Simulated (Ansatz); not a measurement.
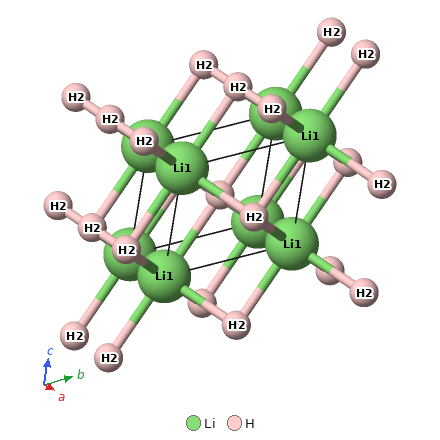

The system is LiH (Fm-3m, No. 225; 2 atoms in the cell); the picture shows the reference structure. 
- The cell is strained homogeneously, by one strain along x and y and another along z, with fractional coordinates fixed (x, y and z along the cube axes).
- First axis: strain along x and y. Second axis: strain along z.
- Grid: 5 × 5 points.
- Energies are in meV/atom, from the unstrained cell.
- The reference cell is the one listed in the database, not relaxed at this level.
- These are results of DFT PBEsol, scalar-relativistic, plane waves, PAW (Ansatz), not measurements. Settings: cutoff 420 eV, k-mesh 10×10×10, gaussian smearing 0.05 eV, no spin polarisation.

Its coordinates:

```xyz
2
Lattice="0.0000 2.0325 2.0325 2.0325 0.0000 2.0325 2.0325 2.0325 0.0000" Properties=species:S:1:pos:R:3 pbc="T T T"
Li    0.0000    0.0000    0.0000
H     2.0325    2.0325    2.0325
```

Range: strain along x and y from −8 to 8 %; strain along z from −8 to 8 %.

Predict the map.

Answer. The lowest grid point is at strain along x and y = −4 %, strain along z = 0 %, −1.0 meV/atom from the unstrained cell. The bottom of the well lies between grid points, at about strain along x and y = −2 %, strain along z = −2 %, about 2.5 meV/atom lower on the interpolated surface. No other kind of well shows on this grid. The highest grid point, strain along x and y = 8 %, strain along z = 8 %, lies 66.9 meV/atom above the lowest. Round the minimum the valley is somewhat tilted: raising strain along x and y shifts the best value of strain along z downwards (coupling k₁₂/√(k₁₁k₂₂) about 0.2). The gap on the k-mesh is 2.2 eV at the lowest point and runs from 1.0 to 2.9 eV over the map.

| strain along z ↓, strain along x and y → | −8 | −4 | 0 | 4 | 8 |
| --- | --- | --- | --- | --- | --- |
| 8 | 30.2 | 14.2 | 18.4 | 37.1 | 65.9 |
| 4 | 21.8 | 4.5 | 7.1 | 24.1 | 50.9 |
| 0 | 17.6 | −1.0 | 0.0 | 15.1 | 39.9 |
| −4 | 19.8 | −0.3 | −1.0 | 12.1 | 34.7 |
| −8 | 30.9 | 9.3 | 6.7 | 17.7 | 38.0 |

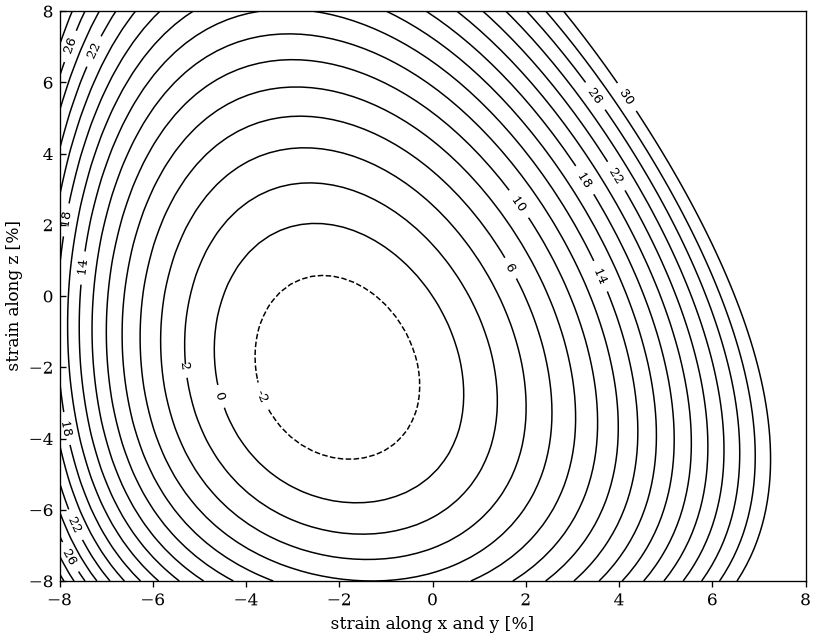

Drawn: contour lines labelled in meV/atom (none above 30). Between grid points the surface is interpolated.
